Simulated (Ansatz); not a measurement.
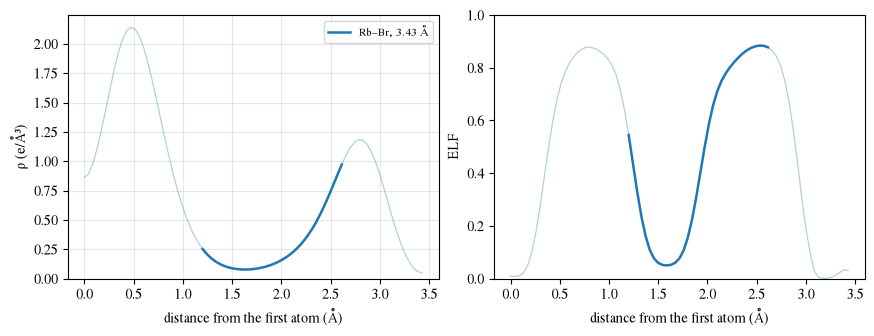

The picture shows: RbBr. Valence pseudo-density and ELF along straight lines between neighbouring atoms. Thin, pale parts lie inside the atomic spheres.

Space group R-3m; changed on purpose from its base cell (equal xy, yz and zx shear strains of +2 %, PAW files).

Level of theory: DFT, PBEsol, PAW with Ansatz's default frozen-core files, scalar-relativistic in Ansatz.

The density is the valence pseudo-density of a PAW calculation; it isn't the true density close to the nuclei.

Question: What can be read from the curves?

Answer: Rb–Br (3.43 Å): the density is about 0.08 e/Å³ at the midpoint; the ELF is about 0.10 at the midpoint (an ionic contact with no shared pair).
